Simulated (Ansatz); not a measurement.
**A convergence test on P (puckered monolayer): k mesh of the density**

Wanted: the cheapest k mesh of the density that holds the PBE gap of P (puckered monolayer).

Main program and level: Ansatz 0.2.0; DFT, PBE, plane waves, PAW.

### Step 1. The starting structure

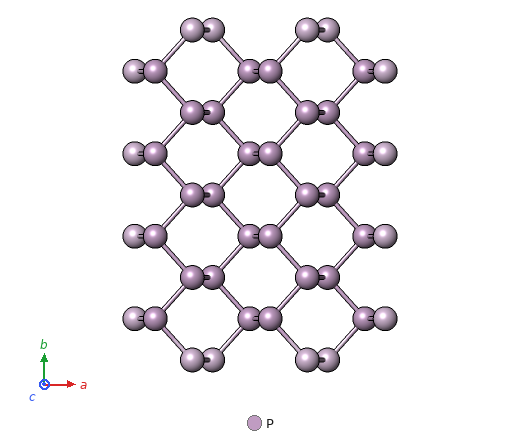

Start, viewed from above; phosphorus pink. 2×3×1 cells are drawn. Some periodic images of atoms are drawn too.

The cell holds 4 atoms: 4 P. Its edges and angles: a = 4.612 Å, b = 3.309 Å, c = 27.820 Å, α = 90.0°, β = 90.0°, γ = 90.0°. Vacuum lies along c.

Structure file:

```cif
data_structure
_symmetry_space_group_name_H-M 'P 1'
_symmetry_Int_Tables_number 1
_cell_length_a 4.6116
_cell_length_b 3.3094
_cell_length_c 27.8196
_cell_angle_alpha 90.000
_cell_angle_beta 90.000
_cell_angle_gamma 90.000
_cell_volume 424.57
loop_
_atom_site_label
_atom_site_type_symbol
_atom_site_fract_x
_atom_site_fract_y
_atom_site_fract_z
_atom_site_occupancy
P1 P 0.08857 0.00000 0.37936 1
P2 P 0.41143 0.50000 0.37936 1
P3 P 0.58857 0.50000 0.30361 1
P4 P 0.91143 0.00000 0.30361 1
```

The structure was relaxed with PBE. The runs that relaxed it are not among those shown. The default PAW set here is soft_2. Its files were made with PBE. The Coulomb interaction is cut off across the vacuum.

### Step 2. k mesh of the density: 2×2×1

Input file input.yaml:

```yaml
crystal:
  lattice:
    - [4.6116223839, 0.0, 0.0]
    - [0.0, 3.3094050355, 0.0]
    - [0.0, 0.0, 27.8195791164]
  atoms:
    - { symbol: P, position: [0.0885669143, 0.0, 0.3793638828] }
    - { symbol: P, position: [0.4114330857, 0.5, 0.3793638828] }
    - { symbol: P, position: [0.5885669143, 0.5, 0.3036083477] }
    - { symbol: P, position: [0.9114330857, 0.0, 0.3036083477] }
  periodic: [true, true, false]
kpoints:
  mp_grid: { grid: [2, 2, 1] }
  band_path:
    path: [[0.0, 0.0, 0.0], [0.5, 0.0, 0.0], [0.5, 0.5, 0.0], [0.0, 0.5, 0.0]]
    npoints: 1
hamiltonian:
  xc: pbe
scf:
  occupations: { method: fixed }
  n_extra_bands: 5
output:
  eigenvalues: true
  forces: true
  stress: true
  write_density: true
  write_potential: true
  elf: true
  volumetric_format: npy
```

Launch:

```bash
> ansatz run input.yaml --threads 2 --pin off --max-ram 92160MiB --backend cuda --events-out ev --progress --plain --runs-dir out --devices 1 --max-vram 13GiB  # rebuilt from the run's record
```

Numbers of over 12 decimals in the logs are rounded to 6 here.

What it wrote:

```text
scf.n_extra_bands = 5 over 10 filled bands (N_el = 20.0): the run solves 15 bands
GPUs: using 1 of 1 available (devices: 1).
Engine: ansatz 0.2.0, x86_64-unknown-linux-gnu
Pseudopotentials: kind: paw
Pseudopotential: P, paw, valence charge 5, recommended cutoff 420 eV (normal), P.paw.azcp
Functional definition: PBE
  parameter kappa = 0.804
  parameter beta = 0.066725
  exchange = pbe_x(kappa = kappa, mu = beta*pi^2/3)
  correlation = pbe_c(beta = beta)
device memory: the entry about to start is reckoned to put 2.1 GiB on a device that reports 44.0 GiB free (of which the cap on the GPU budget leaves the run 13.0 GiB)
GPU FFT provider: cuFFT
GPU libraries: cuBLAS 13.8.2, cuFFT 12.4.0, cuSOLVER 12.3.4
Crystal: 4 atoms, lattice volume = 424.575 Å³
Basis set: ecut = 420 eV, 8373 PW (Γ), exchange–correlation on 64×48×384 points (8 copies of the dense FFT grid, shifted against one another)
Bands: 15, of which v1, the nominal top of the filled ones, is band 10 counted from 1 (9 counted from 0)
Symmetry: 8 space group operations
Space group: Pmna (ITA 53), of the structure as read, at distance tolerance 7.5e-5 Å
k-points: 4
Non-local potential: P, projectors of the file, l = 0: 2, l = 1: 2, l = 2: 2
PAW form: soft (Blöchl's): semilocal exchange-correlation on the pseudo side does not see the compensation charge
PAW one-centre angular grid: P, 110 points (default); XC on 64 Gauss nodes
Initial density: superposition of atomic densities (neutral atoms: chi_scale 0, normalization atom), corrected by the library's trained network
Initial wavefunctions: pseudopotential atomic-orbital guess
GPU buffer pool allocated for 147456 grid points (all kernels)
GPU transforms: local potential and band sums: pruned to the plane-wave sphere, on 32×24×192
Functional: x = pbe(κ = 0.804, μ = 0.219515), c = pbe(β = 0.066725)
SCF iter   1: F=—  HF=-3021.521799 eV  |F-HF|=—  |Δ(HF+E_count)|=         —  Δρ=3.18e-3  dr2=4.03e-2  ethr=1.77e-3  ⟨swp⟩=7.8  Hψ=427  notcnv=0  defer=12
preconditioner: auto → Resta (q_TF=auto, 1.640 Å⁻¹)  ε∞=1.8  [insulator: Δε(μ)=0.899 eV  Ē_g=8.877 eV  n_scr=32 (ndim 8)  ℏωp=8.1 eV  f_vac=0.760  ε∞_Penn≈1.8  vacuum switching on, ρ_ref=5.7e-3 e/Å³]
SCF iter   2: F=—  HF=-3021.515337 eV  |F-HF|=—  |Δ(HF+E_count)|=   6.46e-3  Δρ=1.62e-3  dr2=6.86e-3  ethr=2.02e-4  ⟨swp⟩=3.2  Hψ=144  notcnv=0  defer=12
SCF iter   3: F=—  HF=-3021.515252 eV  |F-HF|=—  |Δ(HF+E_count)|=   8.54e-5  Δρ=4.09e-4  dr2=6.96e-4  ethr=3.43e-5  ⟨swp⟩=2.5  Hψ=90  notcnv=0  defer=12
SCF iter   4: F=—  HF=-3021.515275 eV  |F-HF|=—  |Δ(HF+E_count)|=   2.37e-5  Δρ=5.78e-5  dr2=1.19e-5  ethr=3.48e-6  ⟨swp⟩=2.0  Hψ=100  notcnv=0  defer=12
SCF iter   5: F=—  HF=-3021.515284 eV  |F-HF|=—  |Δ(HF+E_count)|=   8.10e-6  Δρ=1.41e-5  dr2=1.70e-6  ethr=5.95e-8  ⟨swp⟩=3.5  Hψ=136  notcnv=0  defer=12
SCF iter   6: F=-3021.515284 eV  HF=-3021.515284 eV  |F-HF|=2.64e-8  |Δ(HF+E_count)|=   4.44e-7  Δρ=2.71e-6  dr2=3.98e-8  ethr=5.00e-10  ⟨swp⟩=23.8  Hψ=867  notcnv=0
SCF 1 converged in 6 iterations: F = -3021.515284 eV  dr2 = 3.98e-8
[...]
device memory: the entry about to start is reckoned to put 1.4 GiB on a device that reports 47.9 GiB free (of which the cap on the GPU budget leaves the run 13.0 GiB)
NSCF: frozen V_eff on 4 k-points
SCF converged after 6 iterations
Free energy (F): -3021.515284 eV
Harris-Foulkes:  -3021.515284 eV  (|F-HF|=2.64e-8)
Internal energy: -3021.515284 eV  (E = F + TS)
E sigma→0 (E₀):  -3021.515284 eV
Fermi energy:    -4.917815 eV
--- Per-component energies (eV) ---
  E_band       = -219.621093
  E_kinetic    = 280.867659
  E_local      = -13497.913044  (includes V_loc(G=0)·N_el)
  E_nonlocal   = 135.517977
  E_hartree    = 6566.544955
  E_xc         = -244.607736
  E_vxc        = -241.107320  (∫ρ·V_xc dr)
  E_paw        = -2277.292108  (= ΣΔE_a)
  E_vpaw       = -30.085306  (= ΣTr[D̂ρ^β])
  E_aug_tail   = 0.000012  (compensation charges beyond the density's cutoff)
  E_ewald      = 6015.367001
  E_smearing   = -0.000000  (= −TS)
  E_closure    = 0.000000  (closes the sum)
  Σ components = -3021.515284   (vs F -3021.515284, Δ=0.00e0)
--- Forces (eV/Å), atoms counted from 1 ---
  atom   1  P     -0.43267520     0.00000000    -0.68340627
  atom   2  P      0.43267520    -0.00000000    -0.68340627
  atom   3  P     -0.43267520    -0.00000000     0.68340627
  atom   4  P      0.43267520     0.00000000     0.68340627
  max |Σ_I F_I| component: 2.22e-16 eV/Å
--- 2D stress c σ (N/m, compression-positive) ---
       -0.211330      -0.000000       0.000000
       -0.000000       6.415419       0.000000
        0.000000       0.000000       0.000000
  P = ½ c Tr σ = 3.1020 N/m
--- Band table (eV) ---
  k-point 0: bands = [... 6 lower, -8.2599, -6.6981, -6.5817, -4.9178, -4.0493, -3.3481, -2.3345, -1.5978, ... 1 higher]
  k-point 1: bands = [... 6 lower, -7.5988, -7.5988, -6.8705, -6.8705, -3.6762, -3.6762, -2.7644, -2.7644, ... 1 higher]
  k-point 2: bands = [... 6 lower, -7.4702, -7.4702, -6.1512, -6.1512, -2.9063, -2.9063, -1.3109, -1.3109, ... 1 higher]
  k-point 3: bands = [... 6 lower, -9.4722, -9.4722, -6.0480, -6.0480, -2.5560, -2.5560, -1.0550, -1.0550, ... 1 higher]
```

Run time: 8 s. Hardware: 1 × NVIDIA H100 80GB HBM3 (shared by 6 runs) with 2 threads of AMD EPYC 7R13 (Zen 3), shared host; peak memory 1 GiB; 3.8 s of CPU time.

This step gave:

- gap: 0.8686 eV
- valence top at: Γ
- conduction bottom at: Γ
- least direct gap: 0.8686 eV

The gap is direct, at Γ.

### Step 3. k mesh of the density: 4×4×1

input.yaml: that of step 2 with these lines changed.

```diff
@@ -12,3 +12,3 @@
 kpoints:
-  mp_grid: { grid: [2, 2, 1] }
+  mp_grid: { grid: [4, 4, 1] }
   band_path:
@@ -25,5 +25 @@
   stress: true
-  write_density: true
-  write_potential: true
-  elf: true
-  volumetric_format: npy
```

What it wrote:

```text
[...]
GPUs: using 1 of 1 available (devices: 1).
[...]
GPU FFT provider: cuFFT
GPU libraries: cuBLAS 13.8.2, cuFFT 12.4.0, cuSOLVER 12.3.4
Crystal: 4 atoms, lattice volume = 424.575 Å³
Basis set: ecut = 420 eV, 8373 PW (Γ), exchange–correlation on 64×48×384 points (8 copies of the dense FFT grid, shifted against one another)
[...]
k-point 0: bands = [... 6 lower, -8.3795, -6.7946, -6.6766, -5.0273, -4.1308, -3.4355, -2.4178, -1.7456, ... 1 higher]
  k-point 1: bands = [... 6 lower, -8.8812, -8.1061, -6.6215, -5.4517, -3.7551, -3.4730, -1.6856, -1.5258, ... 1 higher]
  k-point 2: bands = [... 6 lower, -7.7194, -7.7194, -6.9663, -6.9663, -3.7924, -3.7924, -2.8712, -2.8712, ... 1 higher]
  k-point 8: bands = [... 6 lower, -9.5935, -9.5935, -6.1423, -6.1423, -2.6515, -2.6515, -1.1918, -1.1918, ... 1 higher]
[key lines of the parts left out:]
SCF converged after 6 iterations
Free energy (F): -3022.556574 eV
Fermi energy:    -5.027312 eV
P = ½ c Tr σ = 0.2682 N/m
```

Wall time 9.5 s (1 × NVIDIA H100 80GB HBM3 (shared by 6 runs) with 2 threads); peak memory 0.99 GiB; 4.5 s of CPU time.

This step gave:

* gap: 0.8965 eV
* valence top at: Γ
* conduction bottom at: Γ
* least direct gap: 0.8965 eV

The gap is 0.896 eV, +0.028 eV from the run before at this level.

### Step 4. k mesh of the density: 6×8×1 (the default)

input.yaml, the sections that differ from step 3:

```yaml
kpoints:
  mp_grid: { grid: [6, 8, 1] }
  band_path:
    path: [[0, 0, 0], [0.5, 0, 0], [0.5, 0.5, 0], [0, 0.5, 0], [0, 0, 0]]
    npoints: 10
scf:
  occupations: { method: fermi_dirac, width: 0.02 }
  n_extra_bands: 5
output:
  eigenvalues: true
  forces: true
  stress: true
  write_density: true
  write_potential: true
  elf: true
  volumetric_format: npy
# crystal, hamiltonian: as in step 3
```

What it wrote:

```text
[...]
GPUs: using 1 of 1 available (devices: 1).
[...]
GPU FFT provider: cuFFT
GPU libraries: cuBLAS 13.8.2, cuFFT 12.4.0, cuSOLVER 12.3.4
Crystal: 4 atoms, lattice volume = 424.575 Å³
Basis set: ecut = 420 eV, 8373 PW (Γ), exchange–correlation on 64×48×384 points (8 copies of the dense FFT grid, shifted against one another)
[...]
k-point 0: bands = [... 6 lower, -8.3892, -6.8039, -6.6861, -5.0394, -4.1382, -3.4407, -2.4217, -1.7587, ... 1 higher]
  k-point 1: bands = [... 6 lower, -9.2867, -7.6654, -6.6216, -5.0931, -3.9664, -2.6408, -2.0207, -1.1905, ... 1 higher]
  k-point 2: bands = [... 6 lower, -8.8905, -8.1176, -6.6319, -5.4628, -3.7665, -3.4808, -1.6949, -1.5381, ... 1 higher]
  k-point 19: bands = [... 6 lower, -9.6055, -9.6055, -6.1528, -6.1528, -2.6590, -2.6590, -1.2036, -1.2036, ... 1 higher]
[key lines of the parts left out:]
SCF converged after 6 iterations
Free energy (F): -3022.652617 eV
Fermi energy:    -4.587547 eV
P = ½ c Tr σ = -0.0157 N/m
```

Wall time 16 s (1 × NVIDIA H100 80GB HBM3 (shared by 6 runs) with 2 threads); peak memory 1.1 GiB.

This step gave:

```
gap                  : 0.9012 eV
valence top at       : Γ
conduction bottom at : Γ
least direct gap     : 0.9012 eV
```

The gap is 0.901 eV, +0.005 eV from the run before at this level.

### Step 5. k mesh of the density: 8×10×1

input.yaml, the sections that differ from step 4:

```yaml
kpoints:
  mp_grid: { grid: [8, 10, 1] }
  band_path:
    path: [[0.0, 0.0, 0.0], [0.5, 0.0, 0.0], [0.5, 0.5, 0.0], [0.0, 0.5, 0.0]]
    npoints: 1
scf:
  occupations: { method: fixed }
  n_extra_bands: 5
# crystal, hamiltonian, output: as in step 4
```

What it wrote:

```text
[...]
GPUs: using 1 of 1 available (devices: 1).
[...]
GPU FFT provider: cuFFT
GPU libraries: cuBLAS 13.8.2, cuFFT 12.4.0, cuSOLVER 12.3.4
Crystal: 4 atoms, lattice volume = 424.575 Å³
Basis set: ecut = 420 eV, 8373 PW (Γ), exchange–correlation on 64×48×384 points (8 copies of the dense FFT grid, shifted against one another)
[...]
k-point 1: bands = [... 6 lower, -9.0267, -7.4402, -6.6430, -5.0660, -4.0292, -2.4808, -2.3793, -1.5354, ... 1 higher]
  k-point 2: bands = [... 6 lower, -9.1090, -8.0878, -6.5881, -5.2669, -3.7076, -3.4064, -1.0678 (-1.0678°), -0.9377, ... 1 higher]
  k-point 29: bands = [... 6 lower, -9.6072, -9.6072, -6.1545, -6.1545, -2.6603, -2.6603, -1.2052, -1.2052, ... 1 higher]
  ° read free of the cell's end (the report's vacuum.weakly_bound_levels)
[key lines of the parts left out:]
SCF converged after 6 iterations
Free energy (F): -3022.655665 eV
Fermi energy:    -5.041153 eV
P = ½ c Tr σ = -0.0420 N/m
```

It took 12 s on 1 × NVIDIA H100 80GB HBM3 (shared by 6 runs) with 2 threads; peak memory 1.1 GiB.

This step gave:

```
gap                  : 0.9016 eV
valence top at       : Γ
conduction bottom at : Γ
least direct gap     : 0.9016 eV
```

The gap is 0.902 eV, as in the run before at this level.

### Step 6. The series

Differences are against the last row; a negative gap means that bands overlap, and a run with a band path holds that path's time. Times are wall times on 1 × NVIDIA H100 80GB HBM3 (shared by 6 runs) with 2 threads of AMD EPYC 7R13 (Zen 3), shared host, good to a factor of about two.

| k mesh of the density | gap (eV) | direct gap (eV) | gap error (eV) | energy error (meV/atom) | irreducible k | time |
| --- | --- | --- | --- | --- | --- | --- |
| 2×2×1 | 0.869 | 0.869 | −0.033 | +285.1 | 4 | 8 s |
| 4×4×1 | 0.896 | 0.896 | −0.005 | +24.8 | 9 | 9.5 s |
| 6×8×1 | 0.901 | 0.901 | −0.0004 | +0.8 | 20 | 16 s |
| 8×10×1 | 0.902 | 0.902 | +0.000 | +0.0 | 30 | 12 s |

### Step 7. Results

```json
{
  "2×2×1": "0.869 eV",
  "4×4×1": "0.896 eV",
  "6×8×1": "0.901 eV",
  "8×10×1": "0.902 eV"
}
```

The gap holds to 0.02 eV from 4×4×1 on. At 2×2×1 the gap is off by −0.033 eV and the energy by +285 meV/atom. The gap is read over the mesh and added points near the edges, so meshes differ mainly through the density and, for a hybrid, the exchange operator.

[Paths, hosts, dates, memory and timing lines, banners, echoed tables and standing remarks are left out of the program output.]

[Logs are printed without paths, hosts, clocks, repeated set-up lines and the standing remarks that a program may print on its own settings, such as how far it seeks lower states.]

[Runs of the session that timed out or met a known fault of the program may be left out.]

[Cells called generated may have been cut or substituted from an entry of the Crystallography Open Database or the Materials Project.]

[Hosts, paths, dates, database ids (printed as entryN), source tags and the programs' standing remarks are cut or masked in the printed files.]
